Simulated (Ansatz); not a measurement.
# Run report: Ge$_{2}$H, geometry relaxation (part 3 of 3)

Ge$_{2}$H (slab, 36 atoms in the cell); DFT PBE+D3(BJ), scalar-relativistic, plane waves, PAW, no spin polarisation (Ansatz 0.2.0); cutoff 420 eV, 3×3×1 k-mesh, Gaussian smearing of 0.1 eV. The structure derives from an entry of the Crystallography Open Database. The input holds or restrains some coordinates. Forces given for the steps count only the free coordinates. It belongs to a series of runs on one base structure; here: clean slab, lower planes held.

Output, continued
```
--- Relaxed structure (5 steps of the walk, 5 accepted, 0 SCFs on fresh bases) ---
  F+E_penalty+E_count = -103271.56752818 eV   max|allowed force component| = 2.814e-2 eV/Å
  atoms:
    - { symbol: Ge, position: [0.49999999999999994, 0.24999999999999997, 0.3487223879] }
    - { symbol: Ge, position: [0.49999999999999994, 0.7499999999999999, 0.3487223879] }
    - { symbol: Ge, position: [0.0, 0.24999999999999997, 0.3487223879] }
    - { symbol: Ge, position: [0.0, 0.7499999999999999, 0.3487223879] }
    - { symbol: Ge, position: [0.49999999999999994, 0.49999999999999994, 0.4046557879] }
    - { symbol: Ge, position: [0.49999999999999994, 0.0, 0.4046557879] }
    - { symbol: Ge, position: [0.0, 0.49999999999999994, 0.4046557879] }
    - { symbol: Ge, position: [0.0, 0.0, 0.4046557879] }
    - { symbol: Ge, position: [0.7499999999999999, 0.49999999999999994, 0.4605891879] }
    - { symbol: Ge, position: [0.7499999999999999, 0.0, 0.4605891879] }
    - { symbol: Ge, position: [0.24999999999999997, 0.49999999999999994, 0.4605891879] }
    - { symbol: Ge, position: [0.24999999999999997, 0.0, 0.4605891879] }
    - { symbol: Ge, position: [0.7499999999999999, 0.7499999999999999, 0.5134830904976307] }
    - { symbol: Ge, position: [0.7499999999999999, 0.24999999999999997, 0.5134830904976307] }
    - { symbol: Ge, position: [0.24999999999999997, 0.7499999999999999, 0.5191326678745833] }
    - { symbol: Ge, position: [0.24999999999999997, 0.24999999999999997, 0.5191326678745833] }
    - { symbol: Ge, position: [-0.010327627665286422, 0.7499999999999999, 0.5730649659961315] }
    - { symbol: Ge, position: [-0.010327627665286422, 0.24999999999999997, 0.5730649659961315] }
    - { symbol: Ge, position: [0.5103276276652864, 0.7499999999999999, 0.5730649659961315] }
    - { symbol: Ge, position: [0.5103276276652864, 0.24999999999999997, 0.5730649659961315] }
    - { symbol: Ge, position: [0.9071269776279189, 3.584171586323093e-34, 0.6223561018579685] }
    - { symbol: Ge, position: [0.9071269776279189, 0.49999999999999994, 0.6223561018579685] }
    - { symbol: Ge, position: [0.592873022372081, -4.778895448430791e-34, 0.6223561018579685] }
    - { symbol: Ge, position: [0.592873022372081, 0.49999999999999994, 0.6223561018579685] }
    - { symbol: H, position: [0.3503496133819215, 0.24999999999999997, 0.31129366497408417] }
    - { symbol: H, position: [0.3503496133819215, 0.7499999999999999, 0.31129366497408417] }
    - { symbol: H, position: [0.847496310541533, 0.24999999999999997, 0.312539205042602] }
    - { symbol: H, position: [0.847496310541533, 0.7499999999999999, 0.312539205042602] }
    - { symbol: H, position: [0.6525036894584669, 0.24999999999999997, 0.312539205042602] }
    - { symbol: H, position: [0.6525036894584669, 0.7499999999999999, 0.312539205042602] }
    - { symbol: H, position: [0.14965038661807847, 0.24999999999999997, 0.31129366497408417] }
    - { symbol: H, position: [0.14965038661807847, 0.7499999999999999, 0.31129366497408417] }
    - { symbol: H, position: [0.9713773855875052, 6.809926014013877e-34, 0.6799048263225866] }
    - { symbol: H, position: [0.9713773855875052, 0.49999999999999994, 0.6799048263225866] }
    - { symbol: H, position: [0.5286226144124947, -4.539950676009251e-34, 0.6799048263225866] }
    - { symbol: H, position: [0.5286226144124947, 0.49999999999999994, 0.6799048263225866] }
```

Trajectory as extended XYZ (Å, eV, eV/Å), 5 frames, from step=1 to step=5
```
36
Lattice="8.0601 0.0000 0.0000 0.0000 8.0601 0.0000 0.0000 0.0000 25.4740" Properties=species:S:1:pos:R:3:forces:R:3 step=1 energy=-103270.99166
Ge    4.0301    2.0150    8.8833   -0.1385   0.0000   0.5414
Ge    4.0301    6.0451    8.8833   -0.1385   0.0000   0.5414
Ge    0.0000    2.0150    8.8833    0.1385   0.0000   0.5414
Ge    0.0000    6.0451    8.8833    0.1385   0.0000   0.5414
Ge    4.0301    4.0301   10.3082    0.1743   0.0000  -0.1292
Ge    4.0301    0.0000   10.3082    0.1743   0.0000  -0.1292
Ge    0.0000    4.0301   10.3082   -0.1743   0.0000  -0.1292
Ge    0.0000    0.0000   10.3082   -0.1743   0.0000  -0.1292
Ge    6.0451    4.0301   11.7330    0.0000   0.0000   0.0257
Ge    6.0451    0.0000   11.7330    0.0000   0.0000   0.0257
Ge    2.0150    4.0301   11.7330    0.0000   0.0000  -0.0568
Ge    2.0150    0.0000   11.7330    0.0000   0.0000  -0.0568
Ge    6.0451    6.0451   13.1579    0.0000   0.0000  -0.4266
Ge    6.0451    2.0150   13.1579    0.0000   0.0000  -0.4266
Ge    2.0150    6.0451   13.1579    0.0000   0.0000   0.2596
Ge    2.0150    2.0150   13.1579    0.0000   0.0000   0.2596
Ge    0.0000    6.0451   14.5827   -0.8824   0.0000   1.0064
Ge    0.0000    2.0150   14.5827   -0.8824   0.0000   1.0064
Ge    4.0301    6.0451   14.5827    0.8824   0.0000   1.0064
Ge    4.0301    2.0150   14.5827    0.8824   0.0000   1.0064
Ge    7.3351    0.0000   16.0076    0.1230   0.0000  -0.9140
Ge    7.3351    4.0301   16.0076    0.1230   0.0000  -0.9140
Ge    4.7551    0.0000   16.0076   -0.1230   0.0000  -0.9140
Ge    4.7551    4.0301   16.0076   -0.1230   0.0000  -0.9140
H     2.7808    2.0150    8.0000    0.0323   0.0000  -0.1998
H     2.7808    6.0451    8.0000    0.0323   0.0000  -0.1998
H     6.8109    2.0150    8.0000    0.0151   0.0000  -0.1546
H     6.8109    6.0451    8.0000    0.0151   0.0000  -0.1546
H     5.2793    2.0150    8.0000   -0.0151   0.0000  -0.1546
H     5.2793    6.0451    8.0000   -0.0151   0.0000  -0.1546
H     1.2492    2.0150    8.0000   -0.0323   0.0000  -0.1998
H     1.2492    6.0451    8.0000   -0.0323   0.0000  -0.1998
H     7.8655    0.0000   17.4740    0.0277   0.0000  -0.0512
H     7.8655    4.0301   17.4740    0.0277   0.0000  -0.0512
H     4.2247    0.0000   17.4740   -0.0277   0.0000  -0.0512
H     4.2247    4.0301   17.4740   -0.0277   0.0000  -0.0512
36
Lattice="8.0601 0.0000 0.0000 0.0000 8.0601 0.0000 0.0000 0.0000 25.4740" Properties=species:S:1:pos:R:3:forces:R:3 step=2 energy=-103271.48500
Ge    4.0301    2.0150    8.8833   -0.1320   0.0000   0.2268
Ge    4.0301    6.0451    8.8833   -0.1320   0.0000   0.2268
Ge    0.0000    2.0150    8.8833    0.1320   0.0000   0.2268
Ge    0.0000    6.0451    8.8833    0.1320   0.0000   0.2268
Ge    4.0301    4.0301   10.3082    0.1067   0.0000  -0.1711
Ge    4.0301    0.0000   10.3082    0.1067   0.0000  -0.1711
Ge    0.0000    4.0301   10.3082   -0.1067   0.0000  -0.1711
Ge    0.0000    0.0000   10.3082   -0.1067   0.0000  -0.1711
Ge    6.0451    4.0301   11.7330    0.0000   0.0000  -0.4087
Ge    6.0451    0.0000   11.7330    0.0000   0.0000  -0.4087
Ge    2.0150    4.0301   11.7330    0.0000   0.0000   0.5620
Ge    2.0150    0.0000   11.7330    0.0000   0.0000   0.5620
Ge    6.0451    6.0451   13.0901    0.0000   0.0000  -0.1364
Ge    6.0451    2.0150   13.0901    0.0000   0.0000  -0.1364
Ge    2.0150    6.0451   13.2546    0.0000   0.0000  -0.1228
Ge    2.0150    2.0150   13.2546    0.0000   0.0000  -0.1228
Ge   -0.0992    6.0451   14.6281    0.2519   0.0000  -0.4908
Ge   -0.0992    2.0150   14.6281    0.2519   0.0000  -0.4908
Ge    4.1293    6.0451   14.6281   -0.2519   0.0000  -0.4908
Ge    4.1293    2.0150   14.6281   -0.2519   0.0000  -0.4908
Ge    7.3085    0.0000   15.8191   -0.0529   0.0000   0.5298
Ge    7.3085    4.0301   15.8191   -0.0529   0.0000   0.5298
Ge    4.7817    0.0000   15.8191    0.0529   0.0000   0.5298
Ge    4.7817    4.0301   15.8191    0.0529   0.0000   0.5298
H     2.8265    2.0150    7.9275   -0.0240   0.0000   0.0096
H     2.8265    6.0451    7.9275   -0.0240   0.0000   0.0096
H     6.8394    2.0150    7.9530   -0.0445   0.0000   0.0038
H     6.8394    6.0451    7.9530   -0.0445   0.0000   0.0038
H     5.2508    2.0150    7.9530    0.0445   0.0000   0.0038
H     5.2508    6.0451    7.9530    0.0445   0.0000   0.0038
H     1.2035    2.0150    7.9275    0.0240   0.0000   0.0096
H     1.2035    6.0451    7.9275    0.0240   0.0000   0.0096
H     7.8568    0.0000   17.2809   -0.0807   0.0000  -0.0539
H     7.8568    4.0301   17.2809   -0.0807   0.0000  -0.0539
H     4.2334    0.0000   17.2809    0.0807   0.0000  -0.0539
H     4.2334    4.0301   17.2809    0.0807   0.0000  -0.0539
36
Lattice="8.0601 0.0000 0.0000 0.0000 8.0601 0.0000 0.0000 0.0000 25.4740" Properties=species:S:1:pos:R:3:forces:R:3 step=3 energy=-103271.50907
Ge    4.0301    2.0150    8.8833   -0.0072   0.0000   0.1108
Ge    4.0301    6.0451    8.8833   -0.0072   0.0000   0.1108
Ge    0.0000    2.0150    8.8833    0.0072   0.0000   0.1108
Ge    0.0000    6.0451    8.8833    0.0072   0.0000   0.1108
Ge    4.0301    4.0301   10.3082    0.0902   0.0000  -0.1802
Ge    4.0301    0.0000   10.3082    0.0902   0.0000  -0.1802
Ge    0.0000    4.0301   10.3082   -0.0902   0.0000  -0.1802
Ge    0.0000    0.0000   10.3082   -0.0902   0.0000  -0.1802
Ge    6.0451    4.0301   11.7330    0.0000   0.0000  -0.5110
Ge    6.0451    0.0000   11.7330    0.0000   0.0000  -0.5110
Ge    2.0150    4.0301   11.7330    0.0000   0.0000   0.4267
Ge    2.0150    0.0000   11.7330    0.0000   0.0000   0.4267
Ge    6.0451    6.0451   13.0763    0.0000   0.0000   0.0315
Ge    6.0451    2.0150   13.0763    0.0000   0.0000   0.0315
Ge    2.0150    6.0451   13.2311    0.0000   0.0000  -0.0144
Ge    2.0150    2.0150   13.2311    0.0000   0.0000  -0.0144
Ge   -0.0904    6.0451   14.6024    0.1032   0.0000  -0.0867
Ge   -0.0904    2.0150   14.6024    0.1032   0.0000  -0.0867
Ge    4.1204    6.0451   14.6024   -0.1032   0.0000  -0.0867
Ge    4.1204    2.0150   14.6024   -0.1032   0.0000  -0.0867
Ge    7.3172    0.0000   15.8483   -0.3542   0.0000  -0.4110
Ge    7.3172    4.0301   15.8483   -0.3542   0.0000  -0.4110
Ge    4.7730    0.0000   15.8483    0.3542   0.0000  -0.4110
Ge    4.7730    4.0301   15.8483    0.3542   0.0000  -0.4110
H     2.8255    2.0150    7.9242    0.0197   0.0000   0.0207
H     2.8255    6.0451    7.9242    0.0197   0.0000   0.0207
H     6.8146    2.0150    7.9614    0.1622   0.0000   0.1045
H     6.8146    6.0451    7.9614    0.1622   0.0000   0.1045
H     5.2756    2.0150    7.9614   -0.1622   0.0000   0.1045
H     5.2756    6.0451    7.9614   -0.1622   0.0000   0.1045
H     1.2046    2.0150    7.9242   -0.0197   0.0000   0.0207
H     1.2046    6.0451    7.9242   -0.0197   0.0000   0.0207
H     7.7495    0.0000   17.3069    0.2277   0.0000   0.4754
H     7.7495    4.0301   17.3069    0.2277   0.0000   0.4754
H     4.3407    0.0000   17.3069   -0.2277   0.0000   0.4754
H     4.3407    4.0301   17.3069   -0.2277   0.0000   0.4754
36
Lattice="8.0601 0.0000 0.0000 0.0000 8.0601 0.0000 0.0000 0.0000 25.4740" Properties=species:S:1:pos:R:3:forces:R:3 step=4 energy=-103271.56751
Ge    4.0301    2.0150    8.8833   -0.1275   0.0000   0.2312
Ge    4.0301    6.0451    8.8833   -0.1275   0.0000   0.2312
Ge    0.0000    2.0150    8.8833    0.1275   0.0000   0.2312
Ge    0.0000    6.0451    8.8833    0.1275   0.0000   0.2312
Ge    4.0301    4.0301   10.3082    0.1049   0.0000  -0.1798
Ge    4.0301    0.0000   10.3082    0.1049   0.0000  -0.1798
Ge    0.0000    4.0301   10.3082   -0.1049   0.0000  -0.1798
Ge    0.0000    0.0000   10.3082   -0.1049   0.0000  -0.1798
Ge    6.0451    4.0301   11.7330    0.0000   0.0000  -0.4834
Ge    6.0451    0.0000   11.7330    0.0000   0.0000  -0.4834
Ge    2.0150    4.0301   11.7330    0.0000   0.0000   0.3816
Ge    2.0150    0.0000   11.7330    0.0000   0.0000   0.3816
Ge    6.0451    6.0451   13.0805    0.0000   0.0000  -0.0164
Ge    6.0451    2.0150   13.0805    0.0000   0.0000  -0.0164
Ge    2.0150    6.0451   13.2244    0.0000   0.0000   0.0087
Ge    2.0150    2.0150   13.2244    0.0000   0.0000   0.0087
Ge   -0.0832    6.0451   14.5982   -0.0057   0.0000  -0.0282
Ge   -0.0832    2.0150   14.5982   -0.0057   0.0000  -0.0282
Ge    4.1133    6.0451   14.5982    0.0057   0.0000  -0.0282
Ge    4.1133    2.0150   14.5982    0.0057   0.0000  -0.0282
Ge    7.3116    0.0000   15.8539   -0.0262   0.0000   0.0266
Ge    7.3116    4.0301   15.8539   -0.0262   0.0000   0.0266
Ge    4.7786    0.0000   15.8539    0.0262   0.0000   0.0266
Ge    4.7786    4.0301   15.8539    0.0262   0.0000   0.0266
H     2.8239    2.0150    7.9299   -0.0033   0.0000   0.0022
H     2.8239    6.0451    7.9299   -0.0033   0.0000   0.0022
H     6.8309    2.0150    7.9616   -0.0058   0.0000   0.0028
H     6.8309    6.0451    7.9616   -0.0058   0.0000   0.0028
H     5.2593    2.0150    7.9616    0.0058   0.0000   0.0028
H     5.2593    6.0451    7.9616    0.0058   0.0000   0.0028
H     1.2062    2.0150    7.9299    0.0033   0.0000   0.0022
H     1.2062    6.0451    7.9299    0.0033   0.0000   0.0022
H     7.8294    0.0000   17.3199    0.0043   0.0000  -0.0001
H     7.8294    4.0301   17.3199    0.0043   0.0000  -0.0001
H     4.2608    0.0000   17.3199   -0.0043   0.0000  -0.0001
H     4.2608    4.0301   17.3199   -0.0043   0.0000  -0.0001
36
Lattice="8.0601 0.0000 0.0000 0.0000 8.0601 0.0000 0.0000 0.0000 25.4740" Properties=species:S:1:pos:R:3:forces:R:3 step=5 energy=-103271.56753
Ge    4.0301    2.0150    8.8833   -0.1275   0.0000   0.2313
Ge    4.0301    6.0451    8.8833   -0.1275   0.0000   0.2313
Ge    0.0000    2.0150    8.8833    0.1275   0.0000   0.2313
Ge    0.0000    6.0451    8.8833    0.1275   0.0000   0.2313
Ge    4.0301    4.0301   10.3082    0.1050   0.0000  -0.1799
Ge    4.0301    0.0000   10.3082    0.1050   0.0000  -0.1799
Ge    0.0000    4.0301   10.3082   -0.1050   0.0000  -0.1799
Ge    0.0000    0.0000   10.3082   -0.1050   0.0000  -0.1799
Ge    6.0451    4.0301   11.7330    0.0000   0.0000  -0.4834
Ge    6.0451    0.0000   11.7330    0.0000   0.0000  -0.4834
Ge    2.0150    4.0301   11.7330    0.0000   0.0000   0.3816
Ge    2.0150    0.0000   11.7330    0.0000   0.0000   0.3816
Ge    6.0451    6.0451   13.0805    0.0000   0.0000  -0.0165
Ge    6.0451    2.0150   13.0805    0.0000   0.0000  -0.0165
Ge    2.0150    6.0451   13.2244    0.0000   0.0000   0.0085
Ge    2.0150    2.0150   13.2244    0.0000   0.0000   0.0085
Ge   -0.0832    6.0451   14.5982   -0.0057   0.0000  -0.0281
Ge   -0.0832    2.0150   14.5982   -0.0057   0.0000  -0.0281
Ge    4.1133    6.0451   14.5982    0.0057   0.0000  -0.0281
Ge    4.1133    2.0150   14.5982    0.0057   0.0000  -0.0281
Ge    7.3116    0.0000   15.8539   -0.0264   0.0000   0.0265
Ge    7.3116    4.0301   15.8539   -0.0264   0.0000   0.0265
Ge    4.7786    0.0000   15.8539    0.0264   0.0000   0.0265
Ge    4.7786    4.0301   15.8539    0.0264   0.0000   0.0265
H     2.8239    2.0150    7.9299   -0.0031   0.0000   0.0020
H     2.8239    6.0451    7.9299   -0.0031   0.0000   0.0020
H     6.8309    2.0150    7.9616   -0.0053   0.0000   0.0027
H     6.8309    6.0451    7.9616   -0.0053   0.0000   0.0027
H     5.2593    2.0150    7.9616    0.0053   0.0000   0.0027
H     5.2593    6.0451    7.9616    0.0053   0.0000   0.0027
H     1.2062    2.0150    7.9299    0.0031   0.0000   0.0020
H     1.2062    6.0451    7.9299    0.0031   0.0000   0.0020
H     7.8294    0.0000   17.3199    0.0049   0.0000   0.0004
H     7.8294    4.0301   17.3199    0.0049   0.0000   0.0004
H     4.2608    0.0000   17.3199   -0.0049   0.0000   0.0004
H     4.2608    4.0301   17.3199   -0.0049   0.0000   0.0004
```

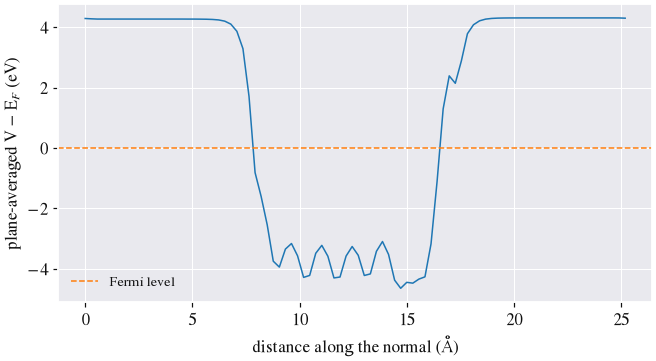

*Plane average of the electrostatic potential energy of an electron across the cell, from the Fermi level.*

The vacuum level lies 4.31 eV above the Fermi level on the upper side and 4.27 eV on the lower.

Key numbers

- outcome: converged under the restraints of the input
- electrons treated: 348
- free energy: −103271.5675 eV
- work function, top face: 4.31 eV
- work function, bottom face: 4.27 eV
- Fermi energy: 0.025 eV
- gap on the k-point mesh: 0.93 eV
- final volume: 1654.94 Å³
- work function (upper face): 4.31 eV
- largest force (length of the vector) at the end, held atoms and coordinates included: 0.483 eV/Å
- hardware: 8 threads of Arm Neoverse N1, 24 GiB of memory available, shared host
- wall time: 3.4 min (CPU time 26 min)
- peak memory: 5.3 GiB
